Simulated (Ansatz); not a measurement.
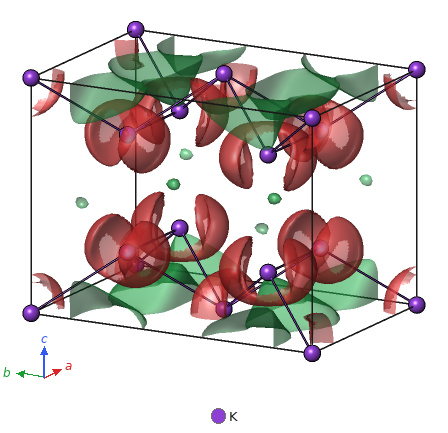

The picture shows: K. Density of the crystal less the sum of free-atom densities: green surfaces at +0.005 and red ones at −0.005 e/Å³, in the conventional cell seen at an oblique angle (the regions close to the nuclei are left out). Cores are masked to 1.0 Å (K).

Space group Cmmm. This isn't the usual form at ambient conditions.

The calculation used DFT r2SCAN, scalar-relativistic, plane waves, PAW in Ansatz.

In a PAW calculation such maps are meaningful between the atoms, not at the nuclei.

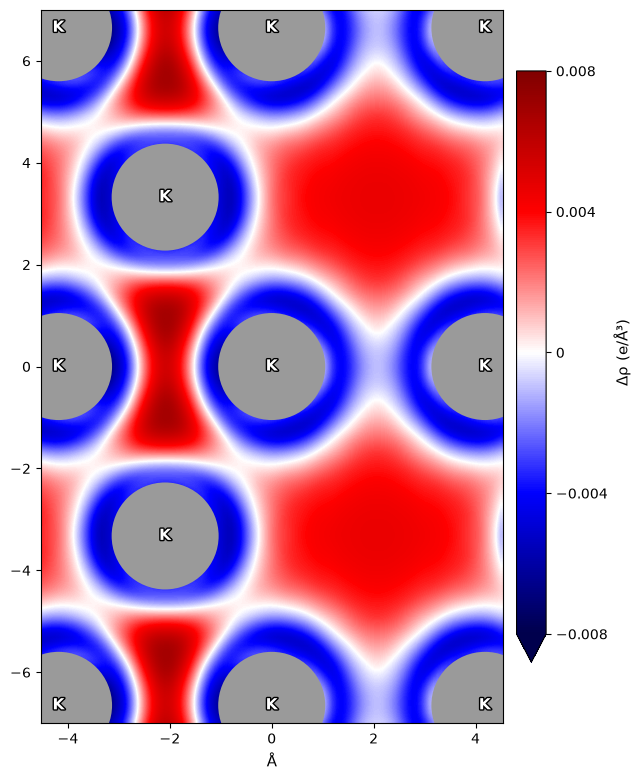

Second picture: a map on the (11̄0) plane of the conventional cell, with grey discs over the atomic cores.

Describe the bonding charge.

Over the whole cell, outside the masked cores, the largest gain, 0.013 e/Å³, lies 2.5 Å from a potassium nucleus (the plane drawn doesn't reach it), and the largest loss, 0.007 e/Å³, lies 1.4 Å from a potassium nucleus. In all about 0.10 e an atom is rearranged against the free atoms.

The run took 87 s on 2 threads of Arm Neoverse N1 (shared host), peak memory 1.3 GiB.
